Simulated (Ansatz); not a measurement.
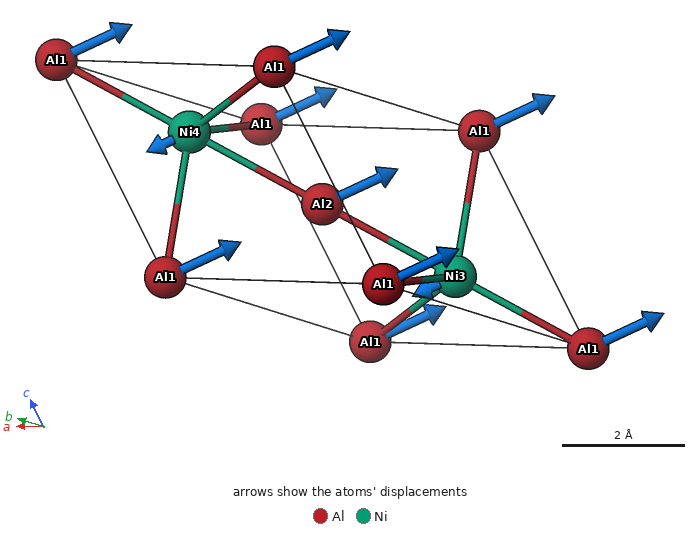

Lattice vibrations of crystalline AlNi, space group Pm-3m (No. 221), at the zone centre of a doubled cell. The levels lie at 163 (×3), 289 (×3), 328 (×3) cm⁻¹. One mode is drawn. Displacements are drawn as blue arrows; their common scale and sign are arbitrary. Style: ball-and-stick. Shown: the cell of the calculation, from a free direction.

Theory: Ansatz, DFT PBE, scalar-relativistic, plane waves, PAW. Settings: plane-wave cutoff 420 eV; k-point mesh 18 × 18 × 18; occupations gaussian; smearing width 0.15 eV; no spin polarisation.

Question: Which of these frequencies is the drawn mode's?

Answer: The level at 289 cm⁻¹. This is a triply degenerate mode (one member of the set is drawn), level 2 of 3, counted from below (the three translations aside). The Al sublattice moves against the Ni sublattice, along [1 1 −1] of the drawn cell; the kinetic energy is shared as Al 69 %, Ni 31 %. It repeats in both halves of the doubled cell: it is a zone-centre mode of the crystal.
